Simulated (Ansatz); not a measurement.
**SiO2: density, localisation and related maps**

Input

```
crystal:
  lattice:
    - [5.23827461, 0.0, 0.0]
    - [0.0, 7.44058448, 0.0]
    - [0.0, 0.0, 8.12286306]
  atoms:
    - { symbol: Si, position: [0.25, 0.21134974, 0.10525569] }
    - { symbol: Si, position: [0.75, 0.78865026, 0.89474431] }
    - { symbol: Si, position: [0.75, 0.21134974, 0.89474431] }
    - { symbol: Si, position: [0.25, 0.78865026, 0.10525569] }
    - { symbol: Si, position: [0.25, 0.5, 0.38688496] }
    - { symbol: Si, position: [0.75, 0.5, 0.61311504] }
    - { symbol: O, position: [0.0, 0.26266146, 0.0] }
    - { symbol: O, position: [0.5, 0.73733854, 0.0] }
    - { symbol: O, position: [0.0, 0.73733854, 0.0] }
    - { symbol: O, position: [0.5, 0.26266146, 0.0] }
    - { symbol: O, position: [0.25, 0.0, 0.14827792] }
    - { symbol: O, position: [0.75, 0.0, 0.85172208] }
    - { symbol: O, position: [0.25, 0.32187985, 0.27441452] }
    - { symbol: O, position: [0.75, 0.67812015, 0.72558548] }
    - { symbol: O, position: [0.75, 0.32187985, 0.72558548] }
    - { symbol: O, position: [0.25, 0.67812015, 0.27441452] }
    - { symbol: O, position: [0.5, 0.5, 0.5] }
    - { symbol: O, position: [0.0, 0.5, 0.5] }
basis:
  ecutwfc: 500
kpoints:
  mp_grid: { grid: [4, 4, 4] }
hamiltonian:
  xc: r2scan
scf:
  occupations: { method: gaussian, width: 0.02 }
output:
  forces: true
  stress: true
  eigenvalues: true
  populations: true
  write_density: true
  write_potential: true
  elf: true
  volumetric_format: npy
```

Launched as:

```sh
ansatz run input.yaml --threads 4 --pin off --max-ram 10240MiB --backend cpu --events-out ev --progress --plain --runs-dir out
```

Below, planes, directions and counts refer to the conventional cell (a = 5.24 Å, b = 7.44 Å, c = 8.12 Å, α = 90.00°, β = 90.00°, γ = 90.00°).

Space group Pmma; a structure from a database of computed crystals, not necessarily the ambient phase.

These are results of DFT r2SCAN, scalar-relativistic, plane waves, PAW (Ansatz 0.2.0), not measurements.

In a PAW calculation such maps are meaningful between the atoms, not at the nuclei.

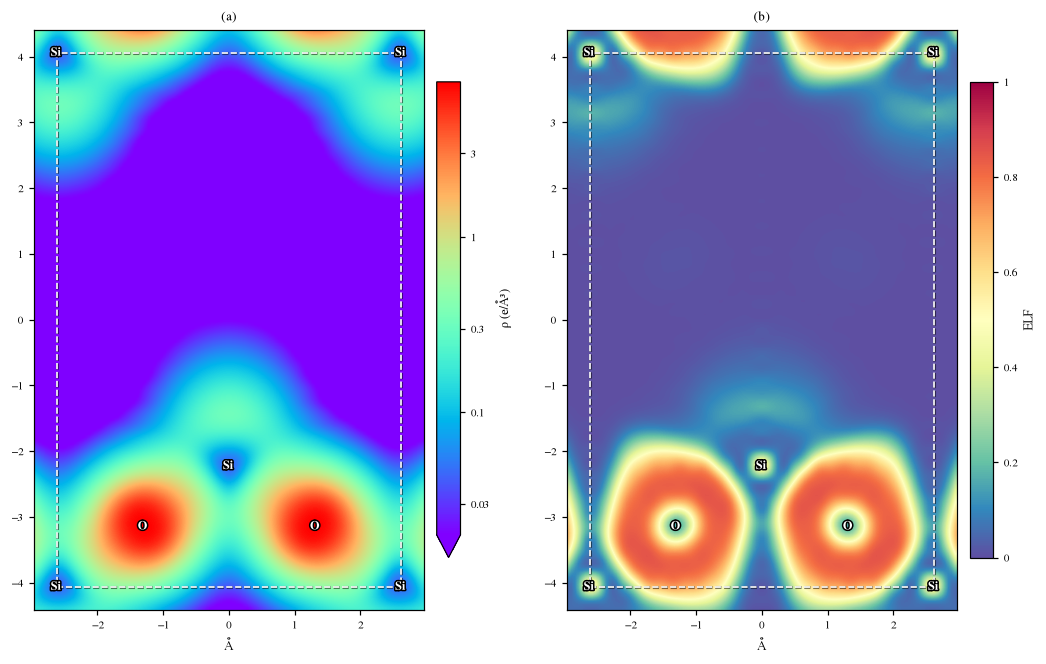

Figure 1. (a) valence electron density; (b) ELF on the (010) plane of the conventional cell.

Q: What does the map show?

A:
- The section cuts through Si and O sites.
- Si–O (1.60 Å): ρ is about 1.3 e/Å³ halfway; the ELF peaks at about 0.85 between the atoms (a polar covalent bond).
- The density dies away to nearly zero in the voids.
- The ELF also peaks beside O, away from the bonds: lone-pair regions.

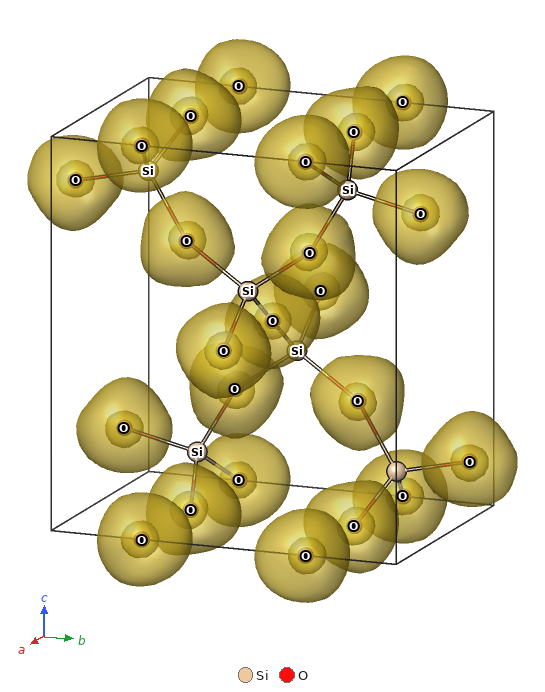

Figure 2. Isosurface of the electron localisation function at 0.7 (yellow), seen slightly off an axis. Only the valence region is drawn (cores and ρ < 0.01 e/Å³ removed). Sticks mark near contacts.

Q: Where are the electrons localised?

A: At this value the surface marks out ten regions on O in which the atom's valence shell and bonds are merged and two regions wrapped around O (the valence shell of each), counted in one cell of 18 atoms. Any copies at cell faces, edges or corners count once.

Q: Metal or insulator at this level of theory?

A: It is gapped, with a Kohn–Sham gap of 6.2 eV on the k-point mesh, an upper bound to the gap of this method.
